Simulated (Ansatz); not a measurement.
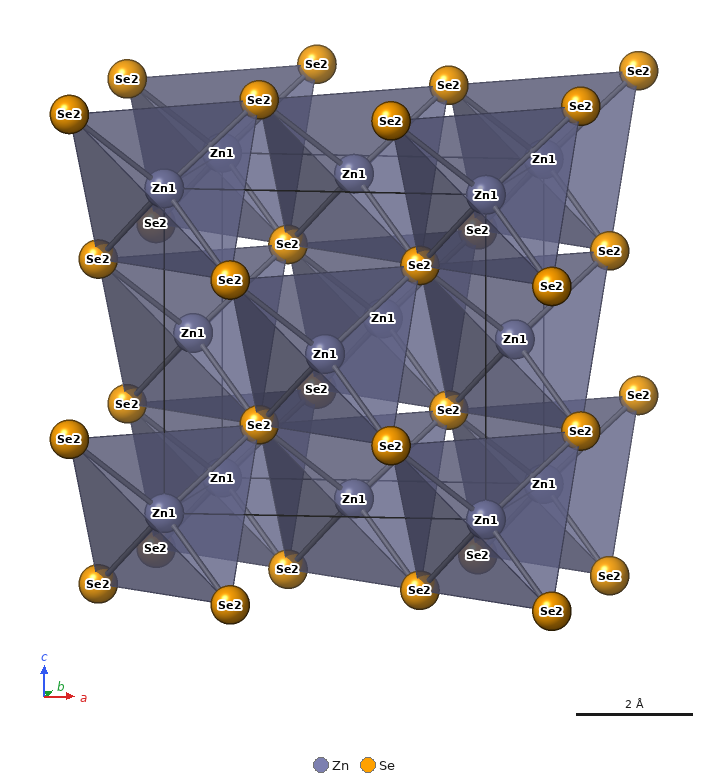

Fig. 1: The structure as given in the input (polyhedral view of the cell 4 times as large as that of the calculation, set on its symmetry axes, seen slightly off an axis; polyhedra are completed across the faces of the cell; atoms are numbered from 1 in the order of the input).

## Two runs on ZnSe

System: ZnSe (F-43m, 2 atoms in the cell).
Method of the first run: DFT LDA, scalar-relativistic, plane waves, PAW, no spin polarisation (Ansatz 0.2.0).

The structure derives from an entry of the Crystallography Open Database. Text and figures count atoms from 1; the logs count them from 0 in places.

### Input file, the first run
```yaml
crystal:
  lattice:
    - [0.0, 2.8338, 2.8338]
    - [2.8338, 0.0, 2.8338]
    - [2.8338, 2.8338, 0.0]
  atoms:
    - { symbol: Zn, position: [0.0, 0.0, 0.0] }
    - { symbol: Se, position: [0.75, 0.75, 0.75] }
basis:
  ecutwfc: 420
kpoints:
  mp_grid: { grid: [8, 8, 8] }
hamiltonian:
  xc: lda
scf:
  occupations: { method: gaussian, width: 0.05 }
output:
  forces: true
  stress: true
  eigenvalues: true
  write_density: true
  write_potential: true
  elf: true
  volumetric_format: npy
```

Launched with:
```bash
ansatz run input.yaml --threads 1 --pin off --max-ram 2560MiB --backend cpu --events-out ev --progress --plain --runs-dir out
```

Hardware: 1 thread of Arm Neoverse V2, 112 GiB of memory available, shared host.

### Output, shortened to warnings, some set-up lines, iterations and results (the first run)
```
Basis set: ecut = 420 eV, 893 PW (Γ)
Symmetry: 24 space group operations
k-points: 29 of 512 (time reversal used)
Initial density: superposition of atomic densities (neutral atoms: chi_scale 0, normalization atom), corrected by the library's trained network
[...]
SCF iter   1: F=—  HF=-8630.826470 eV  |F-HF|=—  |Δ(HF+E_count)|=         —  Δρ=5.35e-3  dr2=7.94e-3  ethr=1.77e-3  ⟨swp⟩=5.7  Hψ=2625  notcnv=0
SCF iter   2: F=—  HF=-8630.824060 eV  |F-HF|=—  |Δ(HF+E_count)|=   2.41e-3  Δρ=2.04e-3  dr2=8.90e-4  ethr=2.84e-5  ⟨swp⟩=2.0  Hψ=1100  notcnv=0
SCF iter   3: F=—  HF=-8630.823963 eV  |F-HF|=—  |Δ(HF+E_count)|=   9.62e-5  Δρ=1.36e-3  dr2=3.68e-4  ethr=3.18e-6  ⟨swp⟩=2.0  Hψ=749  notcnv=0
SCF iter   4: F=—  HF=-8630.823877 eV  |F-HF|=—  |Δ(HF+E_count)|=   8.61e-5  Δρ=2.83e-4  dr2=3.47e-5  ethr=1.31e-6  ⟨swp⟩=2.0  Hψ=753  notcnv=0
SCF iter   5: F=—  HF=-8630.823861 eV  |F-HF|=—  |Δ(HF+E_count)|=   1.63e-5  Δρ=1.99e-5  dr2=2.04e-7  ethr=1.24e-7  ⟨swp⟩=2.0  Hψ=754  notcnv=0
SCF iter   6: F=-8630.823861 eV  HF=-8630.823861 eV  |F-HF|=5.66e-9  |Δ(HF+E_count)|=   5.40e-8  Δρ=4.18e-6  dr2=4.62e-9  ethr=3.57e-10  ⟨swp⟩=8.9  Hψ=3682  notcnv=0
SCF 1 converged in 6 iterations: F = -8630.823861 eV  dr2 = 4.62e-9
SCF converged after 6 iterations
Free energy (F): -8630.823861 eV
Harris-Foulkes:  -8630.823861 eV  (|F-HF|=5.66e-9)
Internal energy: -8630.823861 eV  (E = F + TS)
E sigma→0 (E₀):  -8630.823861 eV
Fermi energy:    6.971023 eV
--- Per-component energies (eV) ---
  E_band       = -394.139657
  E_kinetic    = 250.781313
  E_local      = -4403.702149  (includes V_loc(G=0)·N_el)
  E_nonlocal   = 27.811630
  E_hartree    = 2033.934444
  E_xc         = -238.921473
  E_vxc        = -151.798084  (∫ρ·V_xc dr)
  E_paw        = -3583.558386  (= ΣΔE_a)
  E_vpaw       = -185.104035  (= ΣTr[D̂ρ^β])
  E_aug_tail   = -0.000897  (compensation charges beyond the density's cutoff)
  E_ewald      = -2720.942845
  E_core_change = 3.774504  (= ΣΔE_core)
  E_smearing   = -0.000000  (= −TS)
  E_closure    = -0.000000  (closes the sum)
  Σ components = -8630.823861   (vs F -8630.823861, Δ=0.00e0)
--- Forces (eV/Å), atoms counted from 1 ---
  atom   1  Zn    -0.00000000    -0.00000000    -0.00000000
  atom   2  Se     0.00000000    -0.00000000     0.00000000
  max |Σ_I F_I| component: 1.85e-16 eV/Å
--- Stress (GPa, compression-positive) ---
       -3.395218       0.000000      -0.000000
       -0.000000      -3.395218       0.000000
       -0.000000       0.000000      -3.395218
  P = ⅓ Tr σ = -3.3952 GPa (-33.952 kbar)
```

The input of the second run differs as follows (lines with − go, lines with + come):
```diff
-  mp_grid: { grid: [8, 8, 8] }
+  mp_grid: { grid: [10, 10, 10] }
-  write_density: true
-  write_potential: true
-  elf: true
-  volumetric_format: npy
```

Predict how the results change.

The free energy of the second run is 0.40 meV per atom lower, which measures how much it depends on this numerical setting. The number of SCF iterations is the same. The irreducible k-points go from 29 to 47.

### Output, shortened to warnings, some set-up lines, iterations and results (the second run)
```
Basis set: ecut = 420 eV, 893 PW (Γ)
Symmetry: 24 space group operations
k-points: 47 of 1000 (time reversal used)
Initial density: superposition of atomic densities (neutral atoms: chi_scale 0, normalization atom), corrected by the library's trained network
[...]
SCF iter   1: F=—  HF=-8630.827313 eV  |F-HF|=—  |Δ(HF+E_count)|=         —  Δρ=5.38e-3  dr2=8.07e-3  ethr=1.77e-3  ⟨swp⟩=5.8  Hψ=4266  notcnv=0
SCF iter   2: F=—  HF=-8630.824866 eV  |F-HF|=—  |Δ(HF+E_count)|=   2.45e-3  Δρ=2.04e-3  dr2=8.97e-4  ethr=2.88e-5  ⟨swp⟩=2.0  Hψ=1781  notcnv=0
SCF iter   3: F=—  HF=-8630.824770 eV  |F-HF|=—  |Δ(HF+E_count)|=   9.68e-5  Δρ=1.36e-3  dr2=3.69e-4  ethr=3.21e-6  ⟨swp⟩=2.0  Hψ=1213  notcnv=0
SCF iter   4: F=—  HF=-8630.824684 eV  |F-HF|=—  |Δ(HF+E_count)|=   8.53e-5  Δρ=2.87e-4  dr2=3.57e-5  ethr=1.32e-6  ⟨swp⟩=2.0  Hψ=1222  notcnv=0
SCF iter   5: F=—  HF=-8630.824669 eV  |F-HF|=—  |Δ(HF+E_count)|=   1.57e-5  Δρ=1.99e-5  dr2=2.02e-7  ethr=1.28e-7  ⟨swp⟩=2.0  Hψ=1222  notcnv=0
SCF iter   6: F=-8630.824669 eV  HF=-8630.824669 eV  |F-HF|=5.58e-9  |Δ(HF+E_count)|=   5.44e-8  Δρ=4.23e-6  dr2=4.80e-9  ethr=3.57e-10  ⟨swp⟩=5.1  Hψ=3804  notcnv=0
SCF 1 converged in 6 iterations: F = -8630.824669 eV  dr2 = 4.80e-9
SCF converged after 6 iterations
Free energy (F): -8630.824669 eV
Harris-Foulkes:  -8630.824669 eV  (|F-HF|=5.58e-9)
Internal energy: -8630.824669 eV  (E = F + TS)
E sigma→0 (E₀):  -8630.824669 eV
Fermi energy:    6.970554 eV
--- Per-component energies (eV) ---
  E_band       = -394.157750
  E_kinetic    = 250.776218
  E_local      = -4403.675760  (includes V_loc(G=0)·N_el)
  E_nonlocal   = 27.805399
  E_hartree    = 2033.911390
  E_xc         = -238.922142
  E_vxc        = -151.798514  (∫ρ·V_xc dr)
  E_paw        = -3583.550535  (= ΣΔE_a)
  E_vpaw       = -185.090708  (= ΣTr[D̂ρ^β])
  E_aug_tail   = -0.000897  (compensation charges beyond the density's cutoff)
  E_ewald      = -2720.942845
  E_core_change = 3.774504  (= ΣΔE_core)
  E_smearing   = -0.000000  (= −TS)
  E_closure    = 0.000000  (closes the sum)
  Σ components = -8630.824669   (vs F -8630.824669, Δ=0.00e0)
--- Forces (eV/Å), atoms counted from 1 ---
  atom   1  Zn    -0.00000000     0.00000000     0.00000000
  atom   2  Se     0.00000000    -0.00000000    -0.00000000
  max |Σ_I F_I| component: 1.53e-16 eV/Å
--- Stress (GPa, compression-positive) ---
       -3.395084      -0.000000      -0.000000
        0.000000      -3.395084       0.000000
       -0.000000       0.000000      -3.395084
  P = ⅓ Tr σ = -3.3951 GPa (-33.951 kbar)
```

### The two runs side by side

```csv
quantity,the first run,the second run
outcome,converged,converged
free energy per atom (eV),−4315.4119,−4315.4123
gap on the mesh (eV),1.03,1.03
pressure (GPa),−3.40,−3.40
largest force (eV/Å),0.000,0.000
SCF iterations,6,6
irreducible k-points,29,47
plane waves at Γ,893,893
wall time (shared host),2.4 s,2.8 s
```
